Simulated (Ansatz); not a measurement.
# Iridium, fcc under r²SCAN: convergence with the Gaussian smearing

A convergence test of the Gaussian smearing width. The geometry was relaxed under r²SCAN beforehand and stays fixed; 7 values are run, from 0.01 to 1.0 eV. Wanted are the values from which on the energy stays within 10 and 1 meV/atom, and the pressure within 0.5 GPa, of the narrowest run. Within the series other settings stay, but some runs also write fields, which adds to their time. Spin polarisation is left out.

Program: Ansatz 0.2.0. Level of theory: DFT r²SCAN, plane waves with PAW, scalar-relativistic. These are calculated values, not measurements.

## (1) The starting structure

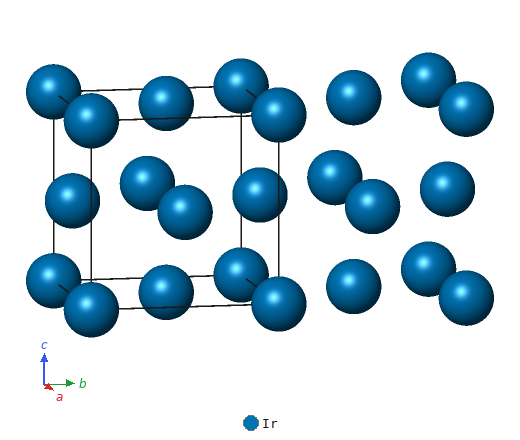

The structure, seen slightly off an axis (iridium blue). 1×2×1 conventional cells are drawn; the run uses a primitive one. Any atoms on the faces are drawn again on the opposite ones.

Structure file:

```xyz
1
Lattice="0.0000 1.9228 1.9228 1.9228 0.0000 1.9228 1.9228 1.9228 0.0000" Properties=species:S:1:pos:R:3 pbc="T T T"
Ir    0.0000    0.0000    0.0000
```

## (2) Run at 0.01 eV

The run at 0.01 eV.

Contents of input.yaml:

```yaml
crystal:
  lattice:
    - [0.0, 1.9228496764, 1.9228496764]
    - [1.9228496764, 0.0, 1.9228496764]
    - [1.9228496764, 1.9228496764, 0.0]
  atoms:
    - { symbol: Ir, position: [0.0, 0.0, 0.0] }
hamiltonian:
  xc: r2scan
  pseudopotentials:
    kind: paw
    azcp:
      Ir: "pseudopotentials/Ir.paw.azcp"
basis:
  ecutwfc: 500
  fft_grid_basis: typed
kpoints:
  mp_grid: { grid: [14, 14, 14], shift: [0, 0, 0] }
magnetization:
  spin_polarized: false
scf:
  occupations: { method: gaussian, width: 0.01 }
  lower_state_search: "off"
output:
  stress: true
```

Started as:

```
ansatz run input.yaml --threads 2 --pin off --max-ram 5120MiB --backend cpu --events-out ev --progress --plain --runs-dir out
```

What it wrote, cut to the lines that bear on the results:

```text
Warning: RAYON_NUM_THREADS=2 ignored (pool sized by the plan → 2); use --threads N
[...]
Pseudopotentials: kind: paw
Pseudopotential: Ir, paw, valence charge 17, recommended cutoff 500 eV (meta_gga), <dir>
Functional definition: r2SCAN
[...]
Crystal: 1 atoms, lattice volume = 14.219 Å³
Basis set: ecut = 500 eV, 339 PW (Γ), exchange–correlation on 80×80×80 points (64 copies of the dense FFT grid, shifted against one another)
Bands: 13, of which v1, the nominal top of the filled ones, is band 9 counted from 1 (8 counted from 0)
Symmetry: 48 space group operations
Space group: Fm-3m (ITA 225), of the structure as read, at distance tolerance 2.4e-5 Å
k-points: 104 of 2744
[...]
SCF iter   1: F=-11948.709248 eV  HF=-11948.684508 eV  |F-HF|=2.47e-2  |Δ(HF+E_count)|=         —  Δρ=1.18e-2  dr2=8.05e-3  dr2_τ=3.78e-2  ethr=1.77e-3  ⟨swp⟩=5.9  Hψ=7842  notcnv=0
[...]
SCF iter   6: F=-11948.712043 eV  HF=-11948.712043 eV  |F-HF|=1.95e-10  |Δ(HF+E_count)|=   3.30e-8  Δρ=1.12e-5  dr2=1.29e-8  dr2_τ=1.00e-9  ethr=5.88e-10  ⟨swp⟩=4.0  Hψ=4020  notcnv=0
[...]
SCF converged after 6 iterations
Free energy (F): -11948.712043 eV
[...]
E sigma→0 (E₀):  -11948.711990 eV
Entropy (-TS):   -0.000106 eV (-0.106 meV/atom)
Fermi energy:    25.303977 eV
[...]
--- Stress (GPa, compression-positive) ---
       -0.230981       0.000000      -0.000000
        0.000000      -0.230981       0.000000
       -0.000000       0.000000      -0.230981
  P = ⅓ Tr σ = -0.2310 GPa (-2.310 kbar)
```

Wall time 1.7 s (2 threads of Arm Neoverse V1, shared host); peak memory 0.31 GiB.

## (3) Run at 0.03 eV

The run at 0.03 eV.

input.yaml: that of step 2 with these lines changed.

```diff
@@ -21,3 +21,3 @@
 scf:
-  occupations: { method: gaussian, width: 0.01 }
+  occupations: { method: gaussian, width: 0.03 }
   lower_state_search: "off"
```

Started as:

```
ansatz run input.yaml --threads 2 --pin off --max-ram 5120MiB --backend cpu --events-out ev --progress --plain --runs-dir out
```

What it wrote, cut to the lines that bear on the results:

```text
Warning: RAYON_NUM_THREADS=2 ignored (pool sized by the plan → 2); use --threads N
[...]
Pseudopotentials: kind: paw
Pseudopotential: Ir, paw, valence charge 17, recommended cutoff 500 eV (meta_gga), <dir>
Functional definition: r2SCAN
[...]
Crystal: 1 atoms, lattice volume = 14.219 Å³
Basis set: ecut = 500 eV, 339 PW (Γ), exchange–correlation on 80×80×80 points (64 copies of the dense FFT grid, shifted against one another)
Bands: 13, of which v1, the nominal top of the filled ones, is band 9 counted from 1 (8 counted from 0)
Symmetry: 48 space group operations
Space group: Fm-3m (ITA 225), of the structure as read, at distance tolerance 2.4e-5 Å
k-points: 104 of 2744
[...]
SCF iter   1: F=-11948.709686 eV  HF=-11948.685054 eV  |F-HF|=2.46e-2  |Δ(HF+E_count)|=         —  Δρ=1.17e-2  dr2=8.07e-3  dr2_τ=3.78e-2  ethr=1.77e-3  ⟨swp⟩=5.7  Hψ=8162  notcnv=0
[...]
SCF iter   6: F=-11948.712351 eV  HF=-11948.712351 eV  |F-HF|=6.68e-10  |Δ(HF+E_count)|=   4.68e-8  Δρ=1.29e-5  dr2=1.46e-8  dr2_τ=1.26e-9  ethr=5.88e-10  ⟨swp⟩=4.0  Hψ=4027  notcnv=0
[...]
SCF converged after 6 iterations
Free energy (F): -11948.712351 eV
[...]
E sigma→0 (E₀):  -11948.712034 eV
Entropy (-TS):   -0.000636 eV (-0.636 meV/atom)
Fermi energy:    25.307073 eV
[...]
--- Stress (GPa, compression-positive) ---
       -0.228281       0.000000       0.000000
        0.000000      -0.228281       0.000000
        0.000000       0.000000      -0.228281
  P = ⅓ Tr σ = -0.2283 GPa (-2.283 kbar)
```

Run time: 1.7 s. Hardware: 2 threads of Arm Neoverse V1, shared host; peak memory 0.31 GiB.

## (4) Run at 0.1 eV

The run at 0.1 eV.

input.yaml: that of step 3 with these lines changed.

```diff
@@ -21,3 +21,3 @@
 scf:
-  occupations: { method: gaussian, width: 0.03 }
+  occupations: { method: gaussian, width: 0.1 }
   lower_state_search: "off"
```

Started as:

```
ansatz run input.yaml --threads 2 --pin off --max-ram 5120MiB --backend cpu --events-out ev --progress --plain --runs-dir out
```

What it wrote, cut to the lines that bear on the results:

```text
Warning: RAYON_NUM_THREADS=2 ignored (pool sized by the plan → 2); use --threads N
[...]
Pseudopotentials: kind: paw
Pseudopotential: Ir, paw, valence charge 17, recommended cutoff 500 eV (meta_gga), <dir>
Functional definition: r2SCAN
[...]
Crystal: 1 atoms, lattice volume = 14.219 Å³
Basis set: ecut = 500 eV, 339 PW (Γ), exchange–correlation on 80×80×80 points (64 copies of the dense FFT grid, shifted against one another)
Bands: 13, of which v1, the nominal top of the filled ones, is band 9 counted from 1 (8 counted from 0)
Symmetry: 48 space group operations
Space group: Fm-3m (ITA 225), of the structure as read, at distance tolerance 2.4e-5 Å
k-points: 104 of 2744
[...]
SCF iter   1: F=-11948.713227 eV  HF=-11948.688786 eV  |F-HF|=2.44e-2  |Δ(HF+E_count)|=         —  Δρ=1.12e-2  dr2=7.80e-3  dr2_τ=3.72e-2  ethr=1.77e-3  ⟨swp⟩=5.1  Hψ=8170  notcnv=0
[...]
SCF iter   6: F=-11948.715790 eV  HF=-11948.715790 eV  |F-HF|=5.20e-10  |Δ(HF+E_count)|=   4.69e-8  Δρ=1.33e-5  dr2=1.50e-8  dr2_τ=1.36e-9  ethr=5.88e-10  ⟨swp⟩=4.0  Hψ=4044  notcnv=0
[...]
SCF converged after 6 iterations
Free energy (F): -11948.715790 eV
[...]
E sigma→0 (E₀):  -11948.712171 eV
Entropy (-TS):   -0.007237 eV (-7.237 meV/atom)
Fermi energy:    25.314134 eV
[...]
--- Stress (GPa, compression-positive) ---
       -0.203694       0.000000       0.000000
        0.000000      -0.203694      -0.000000
       -0.000000      -0.000000      -0.203694
  P = ⅓ Tr σ = -0.2037 GPa (-2.037 kbar)
```

It took 1.7 s on 2 threads of Arm Neoverse V1, shared host; peak memory 0.31 GiB.

## (5) Run at 0.2 eV

The run at 0.2 eV.

input.yaml: that of step 4 with these lines changed.

```diff
@@ -21,3 +21,3 @@
 scf:
-  occupations: { method: gaussian, width: 0.1 }
+  occupations: { method: gaussian, width: 0.2 }
   lower_state_search: "off"
```

Started as:

```
ansatz run input.yaml --threads 2 --pin off --max-ram 5120MiB --backend cpu --events-out ev --progress --plain --runs-dir out
```

What it wrote, cut to the lines that bear on the results:

```text
Warning: RAYON_NUM_THREADS=2 ignored (pool sized by the plan → 2); use --threads N
[...]
Pseudopotentials: kind: paw
Pseudopotential: Ir, paw, valence charge 17, recommended cutoff 500 eV (meta_gga), <dir>
Functional definition: r2SCAN
[...]
Crystal: 1 atoms, lattice volume = 14.219 Å³
Basis set: ecut = 500 eV, 339 PW (Γ), exchange–correlation on 80×80×80 points (64 copies of the dense FFT grid, shifted against one another)
Bands: 13, of which v1, the nominal top of the filled ones, is band 9 counted from 1 (8 counted from 0)
Symmetry: 48 space group operations
Space group: Fm-3m (ITA 225), of the structure as read, at distance tolerance 2.4e-5 Å
k-points: 104 of 2744
[...]
SCF iter   1: F=-11948.722370 eV  HF=-11948.698027 eV  |F-HF|=2.43e-2  |Δ(HF+E_count)|=         —  Δρ=1.10e-2  dr2=7.74e-3  dr2_τ=3.68e-2  ethr=1.77e-3  ⟨swp⟩=5.0  Hψ=7471  notcnv=0
[...]
SCF iter   6: F=-11948.725078 eV  HF=-11948.725078 eV  |F-HF|=7.29e-10  |Δ(HF+E_count)|=   3.28e-8  Δρ=1.19e-5  dr2=1.34e-8  dr2_τ=1.22e-9  ethr=5.88e-10  ⟨swp⟩=4.0  Hψ=4047  notcnv=0
[...]
SCF converged after 6 iterations
Free energy (F): -11948.725078 eV
[...]
E sigma→0 (E₀):  -11948.714036 eV
Entropy (-TS):   -0.022085 eV (-22.085 meV/atom)
Fermi energy:    25.334647 eV
[...]
--- Stress (GPa, compression-positive) ---
       -0.119100       0.000000       0.000000
        0.000000      -0.119100       0.000000
        0.000000       0.000000      -0.119100
  P = ⅓ Tr σ = -0.1191 GPa (-1.191 kbar)
```

It took 1.7 s on 2 threads of Arm Neoverse V1, shared host; peak memory 0.31 GiB.

## (6) Run at 0.3 eV

The run at 0.3 eV.

input.yaml: that of step 5 with these lines changed.

```diff
@@ -21,3 +21,3 @@
 scf:
-  occupations: { method: gaussian, width: 0.2 }
+  occupations: { method: gaussian, width: 0.3 }
   lower_state_search: "off"
```

Started as:

```
ansatz run input.yaml --threads 2 --pin off --max-ram 5120MiB --backend cpu --events-out ev --progress --plain --runs-dir out
```

What it wrote, cut to the lines that bear on the results:

```text
Warning: RAYON_NUM_THREADS=2 ignored (pool sized by the plan → 2); use --threads N
[...]
Pseudopotentials: kind: paw
Pseudopotential: Ir, paw, valence charge 17, recommended cutoff 500 eV (meta_gga), <dir>
Functional definition: r2SCAN
[...]
Crystal: 1 atoms, lattice volume = 14.219 Å³
Basis set: ecut = 500 eV, 339 PW (Γ), exchange–correlation on 80×80×80 points (64 copies of the dense FFT grid, shifted against one another)
Bands: 13, of which v1, the nominal top of the filled ones, is band 9 counted from 1 (8 counted from 0)
Symmetry: 48 space group operations
Space group: Fm-3m (ITA 225), of the structure as read, at distance tolerance 2.4e-5 Å
k-points: 104 of 2744
[...]
SCF iter   1: F=-11948.735027 eV  HF=-11948.710813 eV  |F-HF|=2.42e-2  |Δ(HF+E_count)|=         —  Δρ=1.10e-2  dr2=7.83e-3  dr2_τ=3.68e-2  ethr=1.77e-3  ⟨swp⟩=5.0  Hψ=7146  notcnv=0
[...]
SCF iter   6: F=-11948.737812 eV  HF=-11948.737812 eV  |F-HF|=7.28e-10  |Δ(HF+E_count)|=   2.70e-8  Δρ=1.10e-5  dr2=1.18e-8  dr2_τ=1.07e-9  ethr=5.88e-10  ⟨swp⟩=4.0  Hψ=4062  notcnv=0
[...]
SCF converged after 6 iterations
Free energy (F): -11948.737812 eV
[...]
E sigma→0 (E₀):  -11948.715940 eV
Entropy (-TS):   -0.043743 eV (-43.743 meV/atom)
Fermi energy:    25.358662 eV
[...]
--- Stress (GPa, compression-positive) ---
        0.043954       0.000000      -0.000000
        0.000000       0.043954       0.000000
        0.000000       0.000000       0.043954
  P = ⅓ Tr σ = 0.0440 GPa (0.440 kbar)
```

Run time: 1.7 s. Hardware: 2 threads of Arm Neoverse V1, shared host; peak memory 0.31 GiB.

## (7) Run at 0.6 eV

The run at 0.6 eV.

input.yaml: that of step 6 with these lines changed.

```diff
@@ -21,3 +21,3 @@
 scf:
-  occupations: { method: gaussian, width: 0.3 }
+  occupations: { method: gaussian, width: 0.6 }
   lower_state_search: "off"
```

Started as:

```
ansatz run input.yaml --threads 2 --pin off --max-ram 5120MiB --backend cpu --events-out ev --progress --plain --runs-dir out
```

What it wrote, cut to the lines that bear on the results:

```text
Warning: RAYON_NUM_THREADS=2 ignored (pool sized by the plan → 2); use --threads N
[...]
Pseudopotentials: kind: paw
Pseudopotential: Ir, paw, valence charge 17, recommended cutoff 500 eV (meta_gga), <dir>
Functional definition: r2SCAN
[...]
Crystal: 1 atoms, lattice volume = 14.219 Å³
Basis set: ecut = 500 eV, 339 PW (Γ), exchange–correlation on 80×80×80 points (64 copies of the dense FFT grid, shifted against one another)
Bands: 13, of which v1, the nominal top of the filled ones, is band 9 counted from 1 (8 counted from 0)
Symmetry: 48 space group operations
Space group: Fm-3m (ITA 225), of the structure as read, at distance tolerance 2.4e-5 Å
k-points: 104 of 2744
[...]
SCF iter   1: F=-11948.799399 eV  HF=-11948.776154 eV  |F-HF|=2.32e-2  |Δ(HF+E_count)|=         —  Δρ=1.13e-2  dr2=9.07e-3  dr2_τ=3.70e-2  ethr=1.77e-3  ⟨swp⟩=5.0  Hψ=7039  notcnv=0
[...]
SCF iter   6: F=-11948.802472 eV  HF=-11948.802472 eV  |F-HF|=2.98e-9  |Δ(HF+E_count)|=   2.57e-8  Δρ=1.13e-5  dr2=1.31e-8  dr2_τ=1.18e-9  ethr=5.88e-10  ⟨swp⟩=4.0  Hψ=4126  notcnv=0
[...]
SCF converged after 6 iterations
Free energy (F): -11948.802472 eV
[...]
E sigma→0 (E₀):  -11948.716124 eV
Entropy (-TS):   -0.172696 eV (-172.696 meV/atom)
Fermi energy:    25.375768 eV
[...]
--- Stress (GPa, compression-positive) ---
        1.294005      -0.000000      -0.000000
       -0.000000       1.294005      -0.000000
       -0.000000       0.000000       1.294005
  P = ⅓ Tr σ = 1.2940 GPa (12.940 kbar)
```

Wall time 1.7 s (2 threads of Arm Neoverse V1, shared host); peak memory 0.31 GiB.

## (8) Run at 1.0 eV

The run at 1.0 eV.

input.yaml: that of step 7 with these lines changed.

```diff
@@ -21,3 +21,3 @@
 scf:
-  occupations: { method: gaussian, width: 0.6 }
+  occupations: { method: gaussian, width: 1.0 }
   lower_state_search: "off"
@@ -25 +25,5 @@
   stress: true
+  write_density: true
+  write_potential: true
+  elf: true
+  volumetric_format: npy
```

Started as:

```
ansatz run input.yaml --threads 2 --pin off --max-ram 5120MiB --backend cpu --events-out ev --progress --plain --runs-dir out
```

What it wrote, cut to the lines that bear on the results:

```text
Warning: RAYON_NUM_THREADS=2 ignored (pool sized by the plan → 2); use --threads N
band count auto-derived: 14 (N_el = 17.0; filled up to band 9; 13 by the electrons, moments and atoms)
[...]
Pseudopotentials: kind: paw
Pseudopotential: Ir, paw, valence charge 17, recommended cutoff 500 eV (meta_gga), <dir>
Functional definition: r2SCAN
[...]
Crystal: 1 atoms, lattice volume = 14.219 Å³
Basis set: ecut = 500 eV, 339 PW (Γ), exchange–correlation on 80×80×80 points (64 copies of the dense FFT grid, shifted against one another)
Bands: 14, of which v1, the nominal top of the filled ones, is band 9 counted from 1 (8 counted from 0)
Symmetry: 48 space group operations
Space group: Fm-3m (ITA 225), of the structure as read, at distance tolerance 2.4e-5 Å
k-points: 104 of 2744
[...]
SCF iter   1: F=-11948.951837 eV  HF=-11948.931085 eV  |F-HF|=2.08e-2  |Δ(HF+E_count)|=         —  Δρ=1.25e-2  dr2=1.27e-2  dr2_τ=3.75e-2  ethr=1.77e-3  ⟨swp⟩=5.0  Hψ=7543  notcnv=0
[...]
SCF iter   6: F=-11948.955821 eV  HF=-11948.955821 eV  |F-HF|=2.18e-9  |Δ(HF+E_count)|=   5.97e-8  Δρ=7.45e-6  dr2=5.80e-9  dr2_τ=7.72e-10  ethr=4.00e-10  ⟨swp⟩=6.1  Hψ=8422  notcnv=0
[...]
SCF converged after 6 iterations
Free energy (F): -11948.955821 eV
[...]
E sigma→0 (E₀):  -11948.716495 eV
Entropy (-TS):   -0.478652 eV (-478.652 meV/atom)
Fermi energy:    25.360009 eV
[...]
--- Stress (GPa, compression-positive) ---
        4.199950       0.000000       0.000000
        0.000000       4.199950       0.000000
        0.000000      -0.000000       4.199950
  P = ⅓ Tr σ = 4.1999 GPa (41.999 kbar)
--- Band table (eV; the first three rows and the last of 104) ---
  k-point 0: bands = ["-69.4639", "-25.3055", "-25.3055", "-25.3055", "13.9647", "21.4620", "21.4620", "21.4620", "24.1642", "24.1642", "39.6897", "45.4501", "45.4501", "45.4501"]
[...]
```

It took 2.3 s on 2 threads of Arm Neoverse V1, shared host; peak memory 0.31 GiB.

## (9) All values side by side

Energies count from the run at 0.01 eV.

```csv
smearing (eV),F (meV/atom),E(σ → 0) (meV/atom),P (GPa),SCF cycles,CPU time
0.01,0.00,0.00,-0.23,6,3.1 s
0.03,-0.31,-0.04,-0.23,6,3.1 s
0.1,-3.75,-0.18,-0.20,6,3.1 s
0.2,-13.03,-2.05,-0.12,6,3 s
0.3,-25.77,-3.95,0.04,6,3 s
0.6,-90.43,-4.13,1.29,6,3 s
1.0,-243.78,-4.50,4.20,6,4.2 s
```

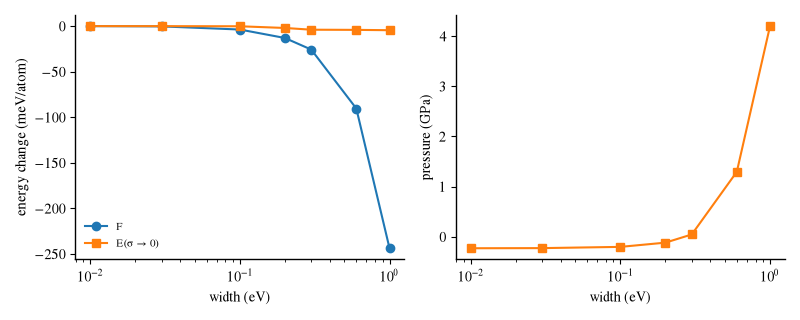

Energy and pressure against the Gaussian smearing width.

## (10) What came out

```
                                           quantity                        value
       E(σ → 0) stays within 10 meV/atom of 0.01 eV                 up to 1.0 eV
                   E(σ → 0) stays within 1 meV/atom                 up to 0.1 eV
                      pressure stays within 0.5 GPa                 up to 0.3 eV
                                pressure at 0.01 eV                    -0.23 GPa
energy of a separate run on a finer mesh (23×23×23)  -13.8 meV/atom from 0.01 eV
```

**Reading.** The far end, 1.0 eV, lies -4.5 meV/atom and +4.4 GPa from the yardstick. Over the range F shifts by -243.8 meV/atom, while E(σ → 0) shifts by -4.5. In theory F falls as the square of the width under this scheme, but here the ratio is not steady: the mesh at narrow widths, or a density of states that varies over the wide ones, can both cause that. The mesh (14×14×14) is fixed, so the narrowest widths carry a k-point error of their own. The yardstick itself is unsettled by 13.8 meV/atom against the finer mesh, so the thresholds above hold only within this series, and wider smearing, which averages over more states, can land nearer the fine-mesh value than the narrowest does.
